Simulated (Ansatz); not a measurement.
Hf8O15 (cell with a defect)

```xyz
23
Lattice="-4.8301 -4.8301 0.0000 -4.8301 4.8301 0.0000 4.8301 0.0000 -6.4194" Properties=species:S:1:pos:R:3 pbc="T T T"
Hf   -0.0025    0.0033   -3.2120
Hf   -0.0021   -4.8274   -6.4145
Hf   -4.8248   -0.0037   -3.2042
Hf   -4.8250   -0.0035   -0.0028
Hf   -2.4573    2.4594   -1.6037
Hf   -2.4177   -2.4110   -4.8141
Hf   -2.3996   -2.4305   -1.6036
Hf   -2.4182    2.4193   -4.8126
O    -3.8869   -0.9420   -4.8044
O    -3.8806   -0.9485   -1.6036
O     0.9429   -0.9418   -4.8220
O    -3.3637    1.4886   -3.1926
O    -3.3638    1.4888   -0.0147
O    -3.3603   -3.3603   -3.2170
O    -3.3604    1.4698   -6.4095
O    -1.4872    3.3652   -3.1927
O    -6.3175   -1.4647   -0.0146
O    -1.4688   -1.4689   -3.2164
O    -1.4690    3.3611   -6.4101
O    -0.9146    0.9158   -1.6034
O    -0.9421   -3.8872   -4.8103
O    -5.7655    0.9366   -1.6036
O    -0.9423    0.9430   -4.8164
```

Computed with Ansatz, DFT PBEsol, scalar-relativistic, plane waves, PAW.

> What can the converged valence pseudo-density and electron localisation function tell about the bonding?

Hf–O (2.08 Å): the density is about 0.78 e/Å³ at the midpoint; the ELF peaks at about 0.85 in the valence shell of O, 0.6 Å from its nucleus, and drops to about 0.15 between the two atoms (no localised pair shows between them).

> Metal or insulator at this level of theory?

It is gapped, with a Kohn–Sham gap of 1.0 eV on the k-point mesh (the band edges may lie off the mesh, which would make the gap smaller).

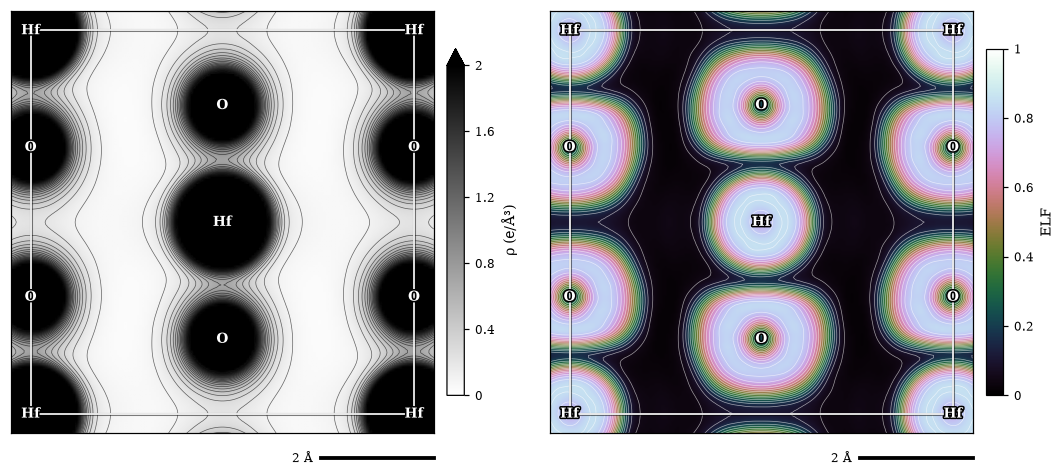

Computed valence pseudo-density and electron localisation function on the (001) plane of the calculation cell, in this order. 

The density is the valence pseudo-density of a PAW calculation; it isn't the true density close to the nuclei.
